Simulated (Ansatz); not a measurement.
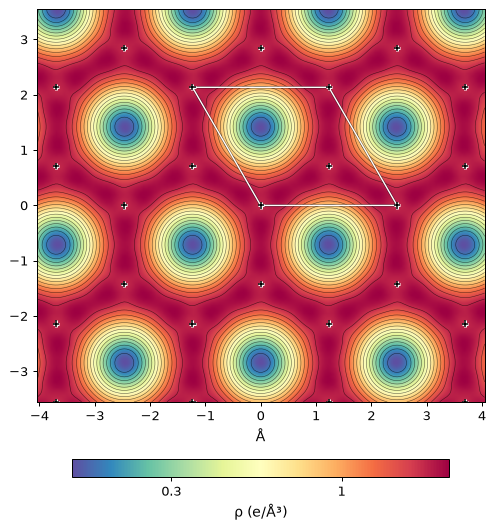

The valence electron density on a plane through atoms (crosses mark nuclei in the plane).

Theory: Ansatz, DFT PBE+D3(BJ), scalar-relativistic, plane waves, PAW.

Candidates:
A. C, a = 2.47 Å, b = 2.47 Å, c = 10.05 Å, α = 90.00°, β = 90.00°, γ = 120.00°. Space group R-3m.
B. C9F (slab), a = 7.40 Å, b = 7.40 Å, c = 18.28 Å, α = 90.00°, β = 90.00°, γ = 120.00°. 

Which candidate gave the map?

Candidate A: C on the (001) plane of the conventional cell, which holds C. C–C (1.42 Å): ρ is about 2 e/Å³ halfway.
